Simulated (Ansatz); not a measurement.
Geometry relaxation of TaN (part 2 of 2)

The same run, continued: TaN (4 atoms in the cell); DFT PBE, scalar-relativistic, plane waves, PAW, no spin polarisation (Ansatz 0.2.0); cutoff 420 eV, 24×24×10 k-mesh, Gaussian smearing of 0.1 eV. The structure derives from an entry of the Crystallography Open Database. It belongs to a series of runs on one base structure; here: uniaxial strain along c, a, b and atoms relaxed: +4.0 %.

Geometry of the input (Å; fractional positions):
```
2.8879  0.0000  0.0000
-1.4440  2.5010  0.0000
0.0000  0.0000  6.1514
Ta 0.0000  0.0000  0.0000
Ta 0.0000  0.0000  0.5000
N  0.3333  0.6667  0.2500
N  0.6667  0.3333  0.7500
```

What the program printed, continued:
```
SCF iter   1: F=—  HF=-20636.041158 eV  |F-HF|=—  |Δ(HF+E_count)|=         —  Δρ=1.31e-5  dr2=7.43e-8  ethr=2.08e-10  ⟨swp⟩=2.6  Hψ=130885  notcnv=0
preconditioner: auto → Kerker (q_TF=auto, 2.631 Å⁻¹)  [metal: Δε(μ)=0.004 eV  Ē_g=9.061 eV  σ=0.100 eV  W_gap=0.02  n_scr=10 (ndim 8)  ℏωp=24.8 eV  f_vac=0.000  D(μ)=0.92/eV (n_scr^D=2)]
SCF iter   2: F=—  HF=-20636.041160 eV  |F-HF|=—  |Δ(HF+E_count)|=   2.36e-6  Δρ=5.33e-6  dr2=1.84e-8  ethr=2.06e-10  ⟨swp⟩=2.0  Hψ=28849  notcnv=0
SCF iter   3: F=—  HF=-20636.041160 eV  |F-HF|=—  |Δ(HF+E_count)|=   4.29e-9  Δρ=2.71e-6  dr2=4.90e-9  ethr=1.33e-11  ⟨swp⟩=4.0  Hψ=68006  notcnv=0
SCF iter   4: F=-20636.041160 eV  HF=-20636.041160 eV  |F-HF|=1.46e-11  |Δ(HF+E_count)|=   1.58e-9  Δρ=5.37e-7  dr2=1.16e-10  ethr=1.33e-11  ⟨swp⟩=4.0  Hψ=67958  notcnv=0
SCF 6 converged in 4 iterations: F = -20636.041160 eV  dr2 = 1.16e-10
relax step   6: F+E_penalty+E_count = -20636.04116000 eV  Δ(F+E_penalty+E_count) = +1.279e-5 eV  max|allowed force component| = 2.484e-9 eV/Å  Δτ_max = 0.0000 Å  P = -9.246 GPa  Ω = 44.808 Å³  energy of the carried Pulay correction = -1.348e-5 eV  fix = [c, alpha, beta, gamma]  reactions: c -27.739 GPa; gamma +0.000 GPa/rad  (4 SCF iters, dr2 threshold 4.79e-9 eV, accepted)
iter 1 solved again at ethr=1.53e-8 eV; its pass at ethr=3.10e-3 eV (dr2=5.51e-6 eV) is discarded
SCF iter   1: F=—  HF=-20636.041170 eV  |F-HF|=—  |Δ(HF+E_count)|=         —  Δρ=1.07e-6  dr2=3.12e-10  ethr=1.53e-8  ⟨swp⟩=3.9  Hψ=159450  notcnv=0
SCF iter   2: F=—  HF=-20636.041172 eV  |F-HF|=—  |Δ(HF+E_count)|=   1.75e-6  Δρ=5.28e-7  dr2=8.16e-11  ethr=1.00e-12  ⟨swp⟩=3.2  Hψ=49463  notcnv=0
SCF iter   3: F=—  HF=-20636.041172 eV  |F-HF|=—  |Δ(HF+E_count)|=  7.28e-12  Δρ=2.65e-7  dr2=2.28e-11  ethr=1.00e-12  ⟨swp⟩=1.0  Hψ=20724  notcnv=0
SCF iter   4: F=—  HF=-20636.041172 eV  |F-HF|=—  |Δ(HF+E_count)|=  3.64e-12  Δρ=8.87e-8  dr2=4.46e-12  ethr=1.00e-12  ⟨swp⟩=1.0  Hψ=20724  notcnv=0
SCF iter   5: F=-20636.041172 eV  HF=-20636.041172 eV  |F-HF|=7.28e-12  |Δ(HF+E_count)|=  1.46e-11  Δρ=4.04e-8  dr2=7.12e-13  ethr=1.00e-12  ⟨swp⟩=5.1  Hψ=73317  notcnv=0
SCF 7 converged in 5 iterations: F = -20636.041172 eV  dr2 = 7.12e-13
relax step   7: F+E_penalty+E_count = -20636.04117162 eV  Δ(F+E_penalty+E_count) = -1.162e-5 eV  max|allowed force component| = 2.048e-9 eV/Å  Δτ_max = 0.0000 Å  P = -9.246 GPa  Ω = 44.808 Å³  fix = [c, alpha, beta, gamma]  reactions: c -27.739 GPa; gamma -0.000 GPa/rad  stress off target by 5.88e-4 GPa on what of the cell is left free  SCF on the basis re-selected at this cell (its energy is not comparable with the rows above)  (5 SCF iters)
```

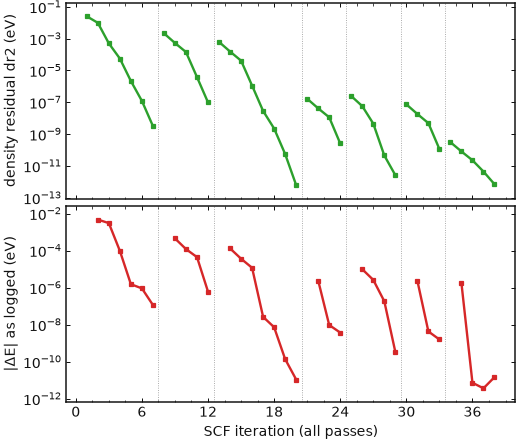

Convergence of the self-consistent field: density residual dr2 and size of the energy change against the SCF iteration. The dotted lines part the SCF passes of the relaxation: geometry steps, rejected trials and re-solves on a re-selected basis. The 7 passes take 4 to 8 iterations each, 38 in all.

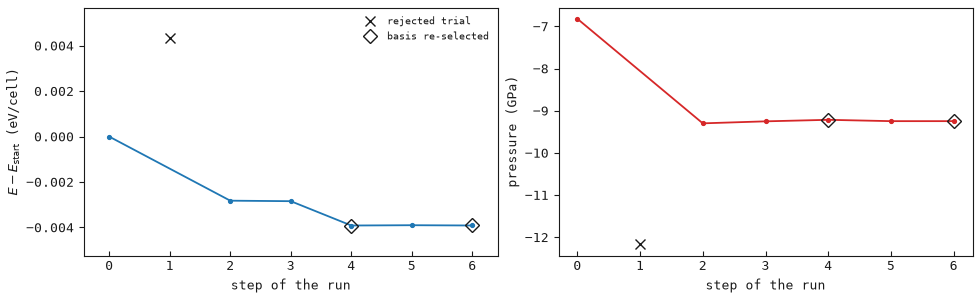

Progress of the relaxation, step by step (the first geometry is step 0 here and step 1 in the log). Over 4 geometry steps the energy falls by 3.9 meV per cell of the calculation. All forces vanish by symmetry, so only the cell relaxes. Pressure: −6.82 GPa at the start and −9.25 GPa at the end. The line search rejected the trial step at point 1 (counted from 0) and went back. 1 further SCF at an unchanged geometry re-selected the plane-wave basis for the new cell. The atoms keep their places relative to the cell (all moves are under 0.005 Å). Cell: a = b 2.888 → 2.900 Å (+0.4 %), c stays at 6.151 Å. Volume +0.9 %. Among the contacts that change: Ta1–Ta1 2.888 → 2.900 Å, Ta1–N3 2.268 → 2.273 Å. The space group stays P6_3/mmc (No. 194). The energy change given includes the shifts at the re-selections in mid-walk, which come without any move. A last SCF at the same geometry on a re-selected plane-wave basis shifts the energy by next to nothing (0.0 meV per cell of the calculation). (Atoms are counted from 1 in the order of the input.)

```
basis re-selected at this cell: Δ(F+E_penalty+E_count) = -1.162e-5 eV, ΔP = +0.000 GPa vs the last step (what re-selecting the basis moved, of the pressure what is left beyond the Pulay correction that the steps carried, after the strain that the cell walked since its last selection, with what the two solves' SCF thresholds leave and, on support functions, any second-order correction that the steps lacked; it is no measure of the basis error at this ecutwfc). This SCF's stress stands 5.88e-4 GPa from its target on what of the cell is left free (relax.cell.stress_tol is 1.50e-2 GPa) and its largest allowed force component is 2.05e-9 eV/Å (relax.f_tol is 8.00e-3 eV/Å): within both
SCF converged after 5 iterations
Free energy (F): -20636.041172 eV
Harris-Foulkes:  -20636.041172 eV  (|F-HF|=7.28e-12)
Internal energy: -20636.036552 eV  (E = F + TS)
E sigma→0 (E₀):  -20636.038862 eV
Entropy (-TS):   -0.004620 eV (-1.155 meV/atom)
Fermi energy:    19.239490 eV
--- Per-component energies (eV) ---
  E_band       = -130.839751
  E_kinetic    = 993.109088
  E_local      = -1247.291944  (includes V_loc(G=0)·N_el)
  E_nonlocal   = 119.256872
  E_hartree    = 415.372040
  E_xc         = -558.150978
  E_vxc        = -562.452275  (∫ρ·V_xc dr)
  E_paw        = -17047.540452  (= ΣΔE_a)
  E_vpaw       = -264.205929  (= ΣTr[D̂ρ^β])
  E_aug_tail   = 0.000355  (compensation charges beyond the density's cutoff)
  E_ewald      = -3310.791532
  E_smearing   = -0.004620  (= −TS)
  E_closure    = -0.000000  (closes the sum)
  Σ components = -20636.041172   (vs F -20636.041172, Δ=0.00e0)
--- Forces (eV/Å), atoms counted from 1 ---
  atom   1  Ta     0.00000000     0.00000000     0.00000000
  atom   2  Ta     0.00000000     0.00000000    -0.00000000
  atom   3  N      0.00000000    -0.00000000     0.00000000
  atom   4  N     -0.00000000     0.00000000    -0.00000000
  max |Σ_I F_I| component: 0.00e0 eV/Å
--- Stress (GPa, compression-positive) ---
        0.000588       0.000000      -0.000000
        0.000000       0.000588      -0.000000
       -0.000000      -0.000000     -27.738952
  P = ⅓ Tr σ = -9.2459 GPa (-92.459 kbar)
--- Band table (eV; the first three rows and the last of 942) ---
  k-point 0: bands = ["-49.2058", "-49.1839", "-16.1555", "-15.6215", "-15.2390", "-15.2390", "-15.2002", "-15.2002", "2.1214", "4.2339", "10.2499", "14.9728", "15.1243", "15.1243", "15.8312", "17.7285", "17.7285", "19.1143", "19.1143", "20.1273", "20.1273", "20.7980"]
  k-point 1: bands = ["-49.2053", "-49.1844", "-16.1431", "-15.6353", "-15.2380", "-15.2380", "-15.2011", "-15.2011", "2.1637", "4.1651", "10.3484", "14.6595", "15.1603", "15.1603", "16.1207", "17.5480", "17.5480", "19.2920", "19.2920", "20.1462", "20.1462", "20.6546"]
  k-point 2: bands = ["-49.2038", "-49.1860", "-16.1068", "-15.6750", "-15.2353", "-15.2353", "-15.2039", "-15.2039", "2.2882", "3.9743", "10.6294", "14.0927", "15.2680", "15.2680", "16.6278", "17.1690", "17.1690", "19.6515", "19.6515", "20.1985", "20.1985", "20.2637"]
  k-point 941: bands = ["-49.1072", "-49.1072", "-16.2968", "-16.2968", "-15.6790", "-15.6790", "-15.4659", "-15.4659", "4.2389", "4.2389", "11.9870", "11.9870", "13.5513", "13.5513", "15.4542", "15.4542", "16.9758", "16.9758", "23.1817", "23.1817", "24.0251", "24.0251"]
--- Relaxed structure (5 steps of the walk, 4 accepted, 2 SCFs on fresh bases) ---
  F+E_penalty+E_count = -20636.04117162 eV   max|allowed force component| = 2.048e-9 eV/Å   (the final SCF, on the basis selected at the relaxed cell)
  cell:  # Å, volume = 44.8084 Å³
    - [2.900185995695638, 4.678439799073439e-19, 0.0]
    - [-1.450092997847819, 2.511634747972289, 0.0]
    - [0.0, 0.0, 6.1514393307]
  atoms:
    - { symbol: Ta, position: [7.359099040157385e-27, 1.2919420854718936e-27, 1.4579206084209702e-43] }
    - { symbol: Ta, position: [7.359099040157385e-27, 1.2919420854718936e-27, 0.5] }
    - { symbol: N, position: [0.33333333327699044, 0.6666666667230098, 0.25] }
    - { symbol: N, position: [0.6666666667230094, 0.3333333332769904, 0.75] }
```

Trajectory as extended XYZ (Å, eV, eV/Å), 7 frames, from step=1 to step=7:
```
4
Lattice="2.8879 0.0000 0.0000 -1.4440 2.5010 0.0000 0.0000 0.0000 6.1514" Properties=species:S:1:pos:R:3:forces:R:3 step=1 energy=-20636.03726 pressure_GPa=-6.82
Ta    0.0000    0.0000    0.0000    0.0000   0.0000   0.0000
Ta    0.0000    0.0000    3.0757    0.0000   0.0000   0.0000
N     0.0000    1.6673    1.5379    0.0000   0.0000   0.0000
N     1.4440    0.8337    4.6136    0.0000   0.0000   0.0000
4
Lattice="2.9152 0.0000 0.0000 -1.4576 2.5246 0.0000 0.0000 0.0000 6.1514" Properties=species:S:1:pos:R:3:forces:R:3 step=2 energy=-20636.03290 pressure_GPa=-12.17 accepted=F
Ta    0.0000    0.0000    0.0000    0.0000   0.0000   0.0000
Ta    0.0000    0.0000    3.0757    0.0000   0.0000   0.0000
N     0.0000    1.6831    1.5379    0.0000   0.0000   0.0000
N     1.4576    0.8415    4.6136    0.0000   0.0000   0.0000
4
Lattice="2.9003 0.0000 0.0000 -1.4501 2.5117 0.0000 0.0000 0.0000 6.1514" Properties=species:S:1:pos:R:3:forces:R:3 step=3 energy=-20636.04008 pressure_GPa=-9.30
Ta    0.0000    0.0000    0.0000    0.0000   0.0000   0.0000
Ta    0.0000    0.0000    3.0757    0.0000   0.0000   0.0000
N     0.0000    1.6745    1.5379    0.0000   0.0000   0.0000
N     1.4501    0.8372    4.6136    0.0000   0.0000   0.0000
4
Lattice="2.9000 0.0000 0.0000 -1.4500 2.5115 0.0000 0.0000 0.0000 6.1514" Properties=species:S:1:pos:R:3:forces:R:3 step=4 energy=-20636.04010 pressure_GPa=-9.25
Ta    0.0000    0.0000    0.0000    0.0000   0.0000   0.0000
Ta    0.0000    0.0000    3.0757    0.0000   0.0000   0.0000
N     0.0000    1.6743    1.5379    0.0000   0.0000   0.0000
N     1.4500    0.8372    4.6136    0.0000   0.0000   0.0000
4
Lattice="2.9000 0.0000 0.0000 -1.4500 2.5115 0.0000 0.0000 0.0000 6.1514" Properties=species:S:1:pos:R:3:forces:R:3 step=5 energy=-20636.04117 pressure_GPa=-9.21
Ta    0.0000    0.0000    0.0000    0.0000   0.0000   0.0000
Ta    0.0000    0.0000    3.0757    0.0000   0.0000   0.0000
N     0.0000    1.6743    1.5379    0.0000   0.0000   0.0000
N     1.4500    0.8372    4.6136    0.0000   0.0000   0.0000
4
Lattice="2.9002 0.0000 0.0000 -1.4501 2.5116 0.0000 0.0000 0.0000 6.1514" Properties=species:S:1:pos:R:3:forces:R:3 step=6 energy=-20636.04116 pressure_GPa=-9.25
Ta    0.0000    0.0000    0.0000    0.0000   0.0000   0.0000
Ta    0.0000    0.0000    3.0757    0.0000   0.0000   0.0000
N     0.0000    1.6744    1.5379    0.0000   0.0000   0.0000
N     1.4501    0.8372    4.6136    0.0000   0.0000   0.0000
4
Lattice="2.9002 0.0000 0.0000 -1.4501 2.5116 0.0000 0.0000 0.0000 6.1514" Properties=species:S:1:pos:R:3:forces:R:3 step=7 energy=-20636.04117 pressure_GPa=-9.25
Ta    0.0000    0.0000    0.0000    0.0000   0.0000   0.0000
Ta    0.0000    0.0000    3.0757    0.0000   0.0000   0.0000
N     0.0000    1.6744    1.5379    0.0000   0.0000   0.0000
N     1.4501    0.8372    4.6136    0.0000   0.0000   0.0000
```

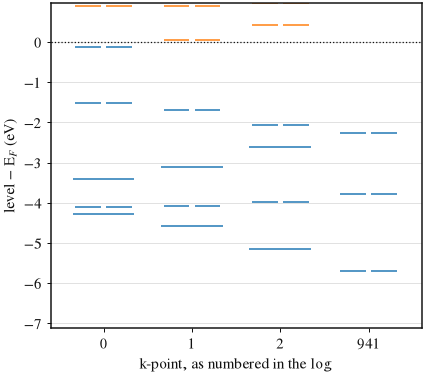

Kohn–Sham levels near the Fermi level (dotted) at the few k-points that the log prints; levels within 0.02 eV of each other stand side by side. The system is metallic on the full mesh.
